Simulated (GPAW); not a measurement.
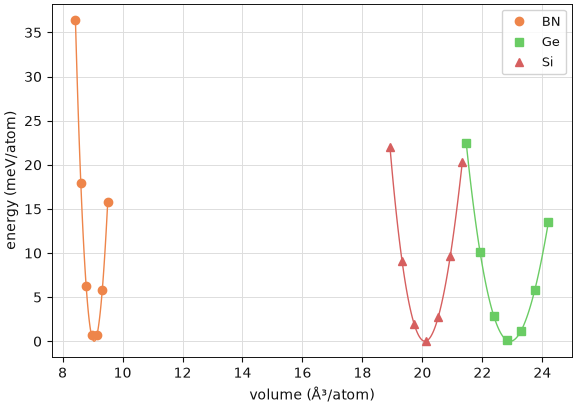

The plot gives the computed energy against volume, with one curve for each compound, for BN, Ge and Si (all in space group P6_3/mmc (No. 194)).

How it was computed, with GPAW 26.7.0: PAW DFT in plane waves, on a grid or in atomic orbitals, no spin polarisation; energies at scaled volumes of the given cell, shape and fractions fixed, counted from the fit's minimum, third-order Birch-Murnaghan fit. Level: PBEsol.

```
       setting                                                value
   occupations                                          Fermi–Dirac
smearing width                                              0.05 eV
    potentials  PAW data sets made by gpaw setup for the functional
```

Settings that differ: BN: wave cutoff 800 eV, k mesh 12×12×4; Ge: wave cutoff 600 eV, k mesh 8×8×4; Si: wave cutoff 600 eV, k mesh 8×8×4.

> Order the curves by fitted equilibrium volume, smallest first.

BN 9.054, Si 20.086, Ge 22.926 Å³/atom.

> Order the curves by fitted bulk modulus, smallest first.

Ge 67.7, Si 93.7, BN 242.3 GPa.

Note: shape and atomic fractions are frozen while scaling, which makes layered, chain and framework solids too stiff.
